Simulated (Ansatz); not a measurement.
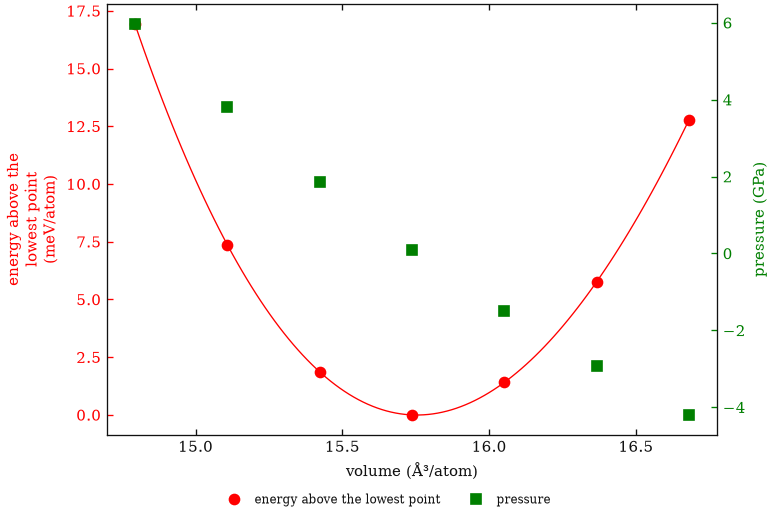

Method: equation of state of a cubic crystal from periodic Kohn-Sham density functional theory without spin, third-order Birch-Murnaghan fit to the free energies; pressure corrected for the finite basis (Ansatz 0.2.0 development build). Level: PBE.

| setting | value |
| --- | --- |
| structure type | bcc |
| atoms in cell | 1 |
| space group number | 229 |
| lattice centring | body-centred primitive |
| k mesh | 48×48×48 |
| occupation method | Fermi–Dirac |
| occupation width | 0.06123 eV |
| wave cutoff | 420 eV |
| datasets | soft-1 PAW |
| density tolerance | 1e−07 eV |
| bands | 7 |
| density cutoff ratio | 4 |
| search for lower states | default |

**Figure.** Energy above the lowest point and pressure against volume for S, space group Im-3m (No. 229) (one of a set of cubic test structures, which need not be the stable phase).

A third-order Birch–Murnaghan fit gives V0 = 15.75 Å³/atom, B0 = 83 GPa and B′ = 4.3. The energy above the lowest point is 16.9 meV/atom at volume 14.79 Å³/atom and 12.8 meV/atom at 16.68 Å³/atom; the lowest computed point is at volume 15.74 Å³/atom (0.0 meV/atom). The pressure falls from 6.0 GPa at volume 14.79 Å³/atom to −4.2 GPa at 16.68 Å³/atom, and changes sign near 15.75 Å³/atom.

Keep in mind: cubic model structure, not the ambient form.
